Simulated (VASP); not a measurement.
Run report: Se, geometry relaxation (part 2 of 2)

The same run, continued: Se (P3₁21, 3 atoms in the cell); Kohn-Sham DFT of a periodic cell, r2SCAN, VASP PAW PBE potentials, recommended, no spin polarisation (VASP 6.6.1); cutoff 600 eV, 9×9×6 k-mesh, Gaussian smearing of 0.03 eV. The structure derives from an entry of the Crystallography Open Database.

Geometry of the input (Å; fractional positions):
```
4.5011  -0.0000  0.0000
-2.2505  3.8980  -0.0000
-0.0000  0.0000  4.9944
Se 0.2171  0.0000  0.3333
Se 0.0000  0.2171  0.6667
Se 0.7829  0.7829  0.0000
```

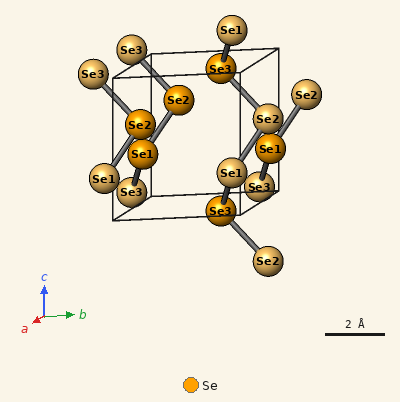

**Figure 1.** The geometry at step 2 of the log (ball-and-stick view of the cell of the calculation, seen slightly off an axis; neighbours outside the cell are drawn fainter; atoms are numbered from 1 in the order of the input).

**Parts of OUTCAR, continued**
```
  FORCE on cell =-STRESS in cart. coord.  units (eV):
  Direction    XX          YY          ZZ          XY          YZ          ZX
  --------------------------------------------------------------------------------------
  -------------------------------------------------------------------------------------
  Total        0.0080191      0.0080191     -0.0231832     -0.0000000      0.0000000     -0.0000000
  in kB        0.1466184      0.1466184     -0.4238727     -0.0000000      0.0000000     -0.0000000
  external PRESSURE =      -0.0435453 kB  Pullay stress =       0.0000000 kB

 VOLUME and BASIS-vectors are now :
 -----------------------------------------------------------------------------
  energy-cutoff  :      600.00
  volume of cell :       87.63
      direct lattice vectors                 reciprocal lattice vectors
     4.501065616  0.000000000  0.000000000     0.222169612  0.128269685  0.000000000
    -2.250532808  3.898037167  0.000000000     0.000000000  0.256539370  0.000000000
     0.000000000  0.000000000  4.994449472     0.000000000  0.000000000  0.200222268

 POSITION                                       TOTAL-FORCE (eV/Angst)
 -----------------------------------------------------------------------------------
      0.97738      0.00000      1.66482         0.010079      0.000000     -0.000000
     -0.48869      0.84643      3.32963        -0.005040      0.008729      0.000000
      1.76184      3.05160      0.00000        -0.005040     -0.008729      0.000000
 -----------------------------------------------------------------------------------
    total drift:                                0.000000      0.000001     -0.000000

  FREE ENERGIE OF THE ION-ELECTRON SYSTEM (eV)
  ---------------------------------------------------
  free  energy   TOTEN  =       -42.9298531000 eV

  energy  without entropy=      -42.9298531000  energy(sigma->0) =      -42.92985310

--------------------------------------- Ionic step        2  -------------------------------------------

 number of electron      18.0000000 magnetization

------------------------ aborting loop because EDIFF is reached ----------------------------------------

  FORCE on cell =-STRESS in cart. coord.  units (eV):
  Direction    XX          YY          ZZ          XY          YZ          ZX
  --------------------------------------------------------------------------------------
  -------------------------------------------------------------------------------------
  Total       -0.0022507     -0.0022507     -0.0225340      0.0000000      0.0000000      0.0000000
  in kB       -0.0411561     -0.0411561     -0.4120503      0.0000000      0.0000000      0.0000000
  external PRESSURE =      -0.1647875 kB  Pullay stress =       0.0000000 kB

 VOLUME and BASIS-vectors are now :
 -----------------------------------------------------------------------------
  energy-cutoff  :      600.00
  volume of cell :       87.62
      direct lattice vectors                 reciprocal lattice vectors
     4.501646048 -0.000000000 -0.000000000     0.222140966  0.128253146 -0.000000000
    -2.250823024  3.898539837  0.000000000     0.000000000  0.256506293 -0.000000000
     0.000000000  0.000000000  4.992587508     0.000000000  0.000000000  0.200296940

 POSITION                                       TOTAL-FORCE (eV/Angst)
 -----------------------------------------------------------------------------------
      0.97799     -0.00000      1.66420         0.003274     -0.000000     -0.000000
     -0.48900      0.84696      3.32839        -0.001637      0.002835      0.000000
      1.76183      3.05158     -0.00000        -0.001637     -0.002835      0.000000
 -----------------------------------------------------------------------------------
    total drift:                                0.000000      0.000001     -0.000000

  FREE ENERGIE OF THE ION-ELECTRON SYSTEM (eV)
  ---------------------------------------------------
  free  energy   TOTEN  =       -42.9298714969 eV

  energy  without entropy=      -42.9298714969  energy(sigma->0) =      -42.92987150

--------------------------------------- Ionic step        3  -------------------------------------------

 number of electron      18.0000000 magnetization

------------------------ aborting loop because EDIFF is reached ----------------------------------------

  FORCE on cell =-STRESS in cart. coord.  units (eV):
  Direction    XX          YY          ZZ          XY          YZ          ZX
  --------------------------------------------------------------------------------------
  -------------------------------------------------------------------------------------
  Total       -0.0117141     -0.0117141     -0.0213548      0.0000000     -0.0000000      0.0000000
  in kB       -0.2142249     -0.2142249     -0.3905311      0.0000000     -0.0000000      0.0000000
  external PRESSURE =      -0.2729936 kB  Pullay stress =       0.0000000 kB

 VOLUME and BASIS-vectors are now :
 -----------------------------------------------------------------------------
  energy-cutoff  :      600.00
  volume of cell :       87.61
      direct lattice vectors                 reciprocal lattice vectors
     4.502216428 -0.000000000 -0.000000000     0.222112823  0.128236898 -0.000000000
    -2.251108214  3.899033800  0.000000000     0.000000000  0.256473796 -0.000000000
     0.000000000  0.000000000  4.990757793     0.000000000  0.000000000  0.200370373

 POSITION                                       TOTAL-FORCE (eV/Angst)
 -----------------------------------------------------------------------------------
      0.97859     -0.00000      1.66359        -0.003329      0.000000      0.000000
     -0.48930      0.84749      3.32717         0.001665     -0.002883     -0.000000
      1.76181      3.05155      4.99076         0.001665      0.002883     -0.000000
 -----------------------------------------------------------------------------------
    total drift:                                0.000000      0.000001     -0.000000

  FREE ENERGIE OF THE ION-ELECTRON SYSTEM (eV)
  ---------------------------------------------------
  free  energy   TOTEN  =       -42.9298771217 eV

  energy  without entropy=      -42.9298771217  energy(sigma->0) =      -42.92987712

--------------------------------------- Ionic step        4  -------------------------------------------

 number of electron      18.0000000 magnetization

------------------------ aborting loop because EDIFF is reached ----------------------------------------

  FORCE on cell =-STRESS in cart. coord.  units (eV):
  Direction    XX          YY          ZZ          XY          YZ          ZX
  --------------------------------------------------------------------------------------
  -------------------------------------------------------------------------------------
  Total        0.0081128      0.0081128      0.0253932      0.0000000      0.0000000      0.0000000
  in kB        0.1485032      0.1485032      0.4648195      0.0000000      0.0000000      0.0000000
  external PRESSURE =       0.2539420 kB  Pullay stress =       0.0000000 kB

 VOLUME and BASIS-vectors are now :
 -----------------------------------------------------------------------------
  energy-cutoff  :      600.00
  volume of cell :       87.53
      direct lattice vectors                 reciprocal lattice vectors
     4.501564322 -0.000000000 -0.000000000     0.222144999  0.128255475 -0.000000000
    -2.250782161  3.898469060 -0.000000000     0.000000000  0.256510949  0.000000000
     0.000000000 -0.000000000  4.987544860     0.000000000  0.000000000  0.200499450

 POSITION                                       TOTAL-FORCE (eV/Angst)
 -----------------------------------------------------------------------------------
      0.97856     -0.00000      1.66251         0.005016     -0.000000     -0.000000
     -0.48928      0.84746      3.32503        -0.002508      0.004344     -0.000000
      1.76150      3.05101     -0.00000        -0.002508     -0.004344      0.000000
 -----------------------------------------------------------------------------------
    total drift:                                0.000000      0.000001     -0.000000

  FREE ENERGIE OF THE ION-ELECTRON SYSTEM (eV)
  ---------------------------------------------------
  free  energy   TOTEN  =       -42.9298782886 eV

  energy  without entropy=      -42.9298782886  energy(sigma->0) =      -42.92987829

--------------------------------------- Ionic step        5  -------------------------------------------

 number of electron      18.0000000 magnetization

 Free energy of the ion-electron system (eV)
  ---------------------------------------------------
  ext. energy  EPLUGINS =         0.00000000
  ---------------------------------------------------
  free energy    TOTEN  =       -42.92988187 eV

  energy without entropy =      -42.92988187  energy(sigma->0) =      -42.92988187

 E-fermi :   1.8908     XC(G=0):  -8.9288     alpha+bet : -7.3564

 val. band max:        1.7474829145   @ k =   0.4444   0.1111   0.5000
 cond. band min:       3.0796618339   @ k =   0.3333   0.3333   0.5000
 fundamental gap:      1.3321789194
 Fermi energy:         1.8908163737

 k-point     1 :       0.0000    0.0000    0.0000
  band No.  band energies     occupation
      1     -14.4797      2.00000
      2     -10.2735      2.00000
      3     -10.2735      2.00000
      4      -2.2219      2.00000
      5      -2.2219      2.00000
      6      -1.9026      2.00000
      7      -0.3076      2.00000
      8      -0.3076      2.00000
      9       1.3626      2.00000
     10       4.0110      0.00000
     11       4.0110      0.00000
     12       4.3357      0.00000
     13       8.2339      0.00000

 k-point     2 :       0.1111   -0.0000    0.0000
  band No.  band energies     occupation
      1     -14.4411      2.00000
      2     -10.3123      2.00000
      3     -10.2711      2.00000
      4      -2.5172      2.00000
      5      -2.3471      2.00000
      6      -1.7940      2.00000
      7      -0.3096      2.00000
      8      -0.1291      2.00000
      9       1.2804      2.00000
     10       3.9640      0.00000
     11       4.0079      0.00000
     12       4.4625      0.00000
     13       8.2431      0.00000

 k-point     3 :       0.2222   -0.0000    0.0000
  band No.  band energies     occupation
      1     -14.3385      2.00000
      2     -10.4202      2.00000
      3     -10.2645      2.00000
      4      -2.9289      2.00000
      5      -2.5820      2.00000
      6      -1.7371      2.00000
      7      -0.3345      2.00000
      8       0.0219      2.00000
      9       1.0665      2.00000
     10       4.0083      0.00000
     11       4.0933      0.00000
     12       4.8018      0.00000
     13       8.3674      0.00000

 k-point     4 :       0.3333    0.0000    0.0000
  band No.  band energies     occupation
      1     -14.2115      2.00000
      2     -10.5611      2.00000
      3     -10.2569      2.00000
      4      -3.1996      2.00000
      5      -2.7882      2.00000
      6      -1.6933      2.00000
      7      -0.5376      2.00000
      8      -0.0569      2.00000
      9       0.8886      2.00000
     10       4.0541      0.00000
     11       4.3421      0.00000
     12       5.3642      0.00000
     13       8.0770      0.00000

 k-point     5 :       0.4444   -0.0000    0.0000
  band No.  band energies     occupation
      1     -14.1215      2.00000
      2     -10.6647      2.00000
      3     -10.2517      2.00000
      4      -3.3099      2.00000
      5      -2.9083      2.00000
      6      -1.5744      2.00000
      7      -0.9009      2.00000
      8      -0.1006      2.00000
      9       0.8036      2.00000
     10       4.0646      0.00000
     11       4.4980      0.00000
     12       5.9018      0.00000
     13       7.8226      0.00000

 [... the levels of 18 k-points are left out ...]

 k-point    24 :      -0.1111    0.3333    0.1667
  band No.  band energies     occupation
      1     -14.1237      2.00000
      2     -11.3746      2.00000
      3      -9.4768      2.00000
      4      -3.1636      2.00000
      5      -2.9582      2.00000
      6      -1.6235      2.00000
      7      -0.4287      2.00000
      8       0.1930      2.00000
      9       1.0838      2.00000
     10       3.8548      0.00000
     11       4.3800      0.00000
     12       4.8477      0.00000
     13       8.2488      0.00000

 [... further k-points ...]

------------------------ aborting loop because EDIFF is reached ----------------------------------------

  FORCE on cell =-STRESS in cart. coord.  units (eV):
  Direction    XX          YY          ZZ          XY          YZ          ZX
  --------------------------------------------------------------------------------------
  -------------------------------------------------------------------------------------
  Total       -0.0005444     -0.0005444      0.0049247      0.0000000     -0.0000000     -0.0000000
  in kB       -0.0099611     -0.0099611      0.0901095      0.0000000     -0.0000000     -0.0000000
  external PRESSURE =       0.0233958 kB  Pullay stress =       0.0000000 kB

 VOLUME and BASIS-vectors are now :
 -----------------------------------------------------------------------------
  energy-cutoff  :      600.00
  volume of cell :       87.56
      direct lattice vectors                 reciprocal lattice vectors
     4.501851635 -0.000000000 -0.000000000     0.222130821  0.128247289 -0.000000000
    -2.250925817  3.898717880 -0.000000000     0.000000000  0.256494579  0.000000000
     0.000000000 -0.000000000  4.988960453     0.000000000  0.000000000  0.200442559

 POSITION                                       TOTAL-FORCE (eV/Angst)
 -----------------------------------------------------------------------------------
      0.97858     -0.00000      1.66299         0.001321     -0.000000     -0.000000
     -0.48929      0.84747      3.32597        -0.000660      0.001144      0.000000
      1.76164      3.05125     -0.00000        -0.000660     -0.001144      0.000000
 -----------------------------------------------------------------------------------
    total drift:                                0.000000      0.000001     -0.000000

  FREE ENERGIE OF THE ION-ELECTRON SYSTEM (eV)
  ---------------------------------------------------
  free  energy   TOTEN  =       -42.9298818710 eV

  energy  without entropy=      -42.9298818710  energy(sigma->0) =      -42.92988187

 reached required accuracy - stopping structural energy minimisation
```

**CONTCAR**
```
Se
   1.00000000000000
     4.5018516349764086   -0.0000000000000000   -0.0000000000000000
    -2.2509258174882043    3.8987178799478310   -0.0000000000000000
     0.0000000000000000   -0.0000000000000000    4.9889604528875191
  Se
     3
Direct
     0.2173717700714102    0.0000000000000000    0.3333333332999970
     0.0000000000000000    0.2173717700714102    0.6666666667000030
     0.7826282299285897    0.7826282299285897    0.0000000000000000

  0.00000000E+00  0.00000000E+00  0.00000000E+00
  0.00000000E+00  0.00000000E+00  0.00000000E+00
  0.00000000E+00  0.00000000E+00  0.00000000E+00
```

**Trajectory as extended XYZ (Å, eV, eV/Å), 5 frames, from step=0 to step=4**
```
3
Lattice="4.5011 0.0000 0.0000 -2.2505 3.8980 0.0000 0.0000 0.0000 4.9944" Properties=species:S:1:pos:R:3:forces:R:3 step=0 energy=-42.92985
Se    0.9774    0.0000    1.6648    0.0101   0.0000   0.0000
Se   -0.4887    0.8464    3.3296   -0.0050   0.0087   0.0000
Se    1.7618    3.0516    0.0000   -0.0050  -0.0087   0.0000
3
Lattice="4.5016 -0.0000 -0.0000 -2.2508 3.8985 0.0000 0.0000 0.0000 4.9926" Properties=species:S:1:pos:R:3:forces:R:3 step=1 energy=-42.92987
Se    0.9780    0.0000    1.6642    0.0033   0.0000   0.0000
Se   -0.4890    0.8470    3.3284   -0.0016   0.0028   0.0000
Se    1.7618    3.0516    0.0000   -0.0016  -0.0028   0.0000
3
Lattice="4.5022 -0.0000 -0.0000 -2.2511 3.8990 0.0000 0.0000 0.0000 4.9908" Properties=species:S:1:pos:R:3:forces:R:3 step=2 energy=-42.92988
Se    0.9786    0.0000    1.6636   -0.0033   0.0000   0.0000
Se   -0.4893    0.8475    3.3272    0.0017  -0.0029   0.0000
Se    1.7618    3.0515    4.9908    0.0017   0.0029   0.0000
3
Lattice="4.5016 -0.0000 -0.0000 -2.2508 3.8985 -0.0000 0.0000 -0.0000 4.9875" Properties=species:S:1:pos:R:3:forces:R:3 step=3 energy=-42.92988
Se    0.9786    0.0000    1.6625    0.0050   0.0000   0.0000
Se   -0.4893    0.8475    3.3250   -0.0025   0.0043   0.0000
Se    1.7615    3.0510    0.0000   -0.0025  -0.0043   0.0000
3
Lattice="4.5019 -0.0000 -0.0000 -2.2509 3.8987 -0.0000 0.0000 -0.0000 4.9890" Properties=species:S:1:pos:R:3:forces:R:3 step=4 energy=-42.92988
Se    0.9786    0.0000    1.6630    0.0013   0.0000   0.0000
Se   -0.4893    0.8475    3.3260   -0.0007   0.0011   0.0000
Se    1.7616    3.0512    0.0000   -0.0007  -0.0011   0.0000
```

**Results in brief**

| quantity | value |
| --- | --- |
| outcome | converged |
| space group (tolerance 0.01 Å) | P3₁21 (152) |
| electrons treated | 18 |
| free energy | −42.9299 eV |
| Fermi energy | 1.891 eV |
| gap on the k-point mesh | 1.33 eV |
| pressure | 0.00 GPa |
| final volume | 87.56 Å³ |
| largest force (length of the vector) at the end | 0.001 eV/Å |
| final cell | a = 4.502 Å, b = 4.502 Å, c = 4.989 Å, α = 90.00°, β = 90.00°, γ = 120.00° |
| hardware | 2 threads of Intel Xeon (Granite Rapids), 160 GiB of memory available, shared host |
| wall time | 3.5 min (CPU time 7 min) |
| peak memory | 0.26 GiB |
